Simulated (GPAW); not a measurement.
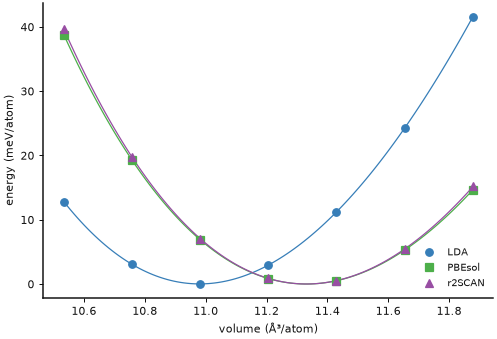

The picture above shows the energy against volume, with one curve for each functional, for AlCo (space group Pm-3m).

Computed with GPAW 26.7.0: PAW DFT in plane waves, on a grid or in atomic orbitals, collinear spins; energies at scaled volumes of the given cell, shape and fractions fixed, counted from the fit's minimum, third-order Birch-Murnaghan fit. All runs: collinear spin.

k mesh 9×9×9; occupations Fermi–Dirac; smearing width 0.05 eV; wave cutoff 600 eV.

Settings that differ: LDA: potentials GPAW-PAW-data-sets-(gpaw-data-1.2.1); PBEsol: potentials PAW-data-sets-made-by gpaw-setup-for-the-functional; r2SCAN: potentials GPAW-PAW-data-sets-(gpaw-data-1.2.1).

> Order the curves by fitted bulk modulus, smallest first.

PBEsol 193.8, r2SCAN 199.4, LDA 209.6 GPa.

Keep in mind: the fit and the printed pressures don't fully agree, or the minimum lies near the end of the range (r2SCAN).
